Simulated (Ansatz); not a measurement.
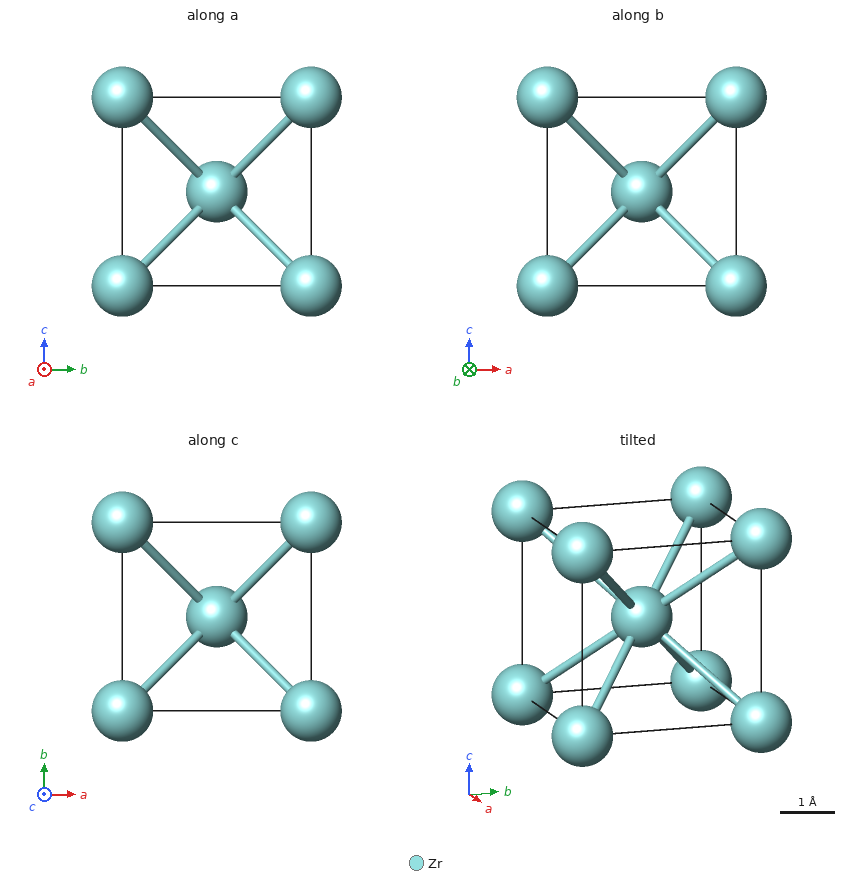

Drawn in the ball-and-stick manner and seen along the a axis, along the b axis, along the c axis and slightly off an axis. The edges of the conventional unit cell are marked.

Lattice parameters: a = 3.514 Å, b = 3.514 Å, c = 3.514 Å, α = 90.00°, β = 90.00°, γ = 90.00°. Put a along x and b in the xy plane.

Express the structure as a POSCAR file.

Answer.
```
Zr
1.0
     3.514    0.000    0.000
     0.000    3.514    0.000
     0.000    0.000    3.514
Zr
2
Direct
  0.0000 0.0000 0.0000
  0.5000 0.5000 0.5000
```

The structure was taken from a structure type filled with this element by a generator (whether the element takes this form wasn't checked). The cell was then strained or its atoms displaced on purpose. A calculation with Ansatz used it as input.

At this level of theory the cell isn't at rest (compressed, at 5 GPa), so its distances can differ from those at equilibrium, the more so the softer the solid.
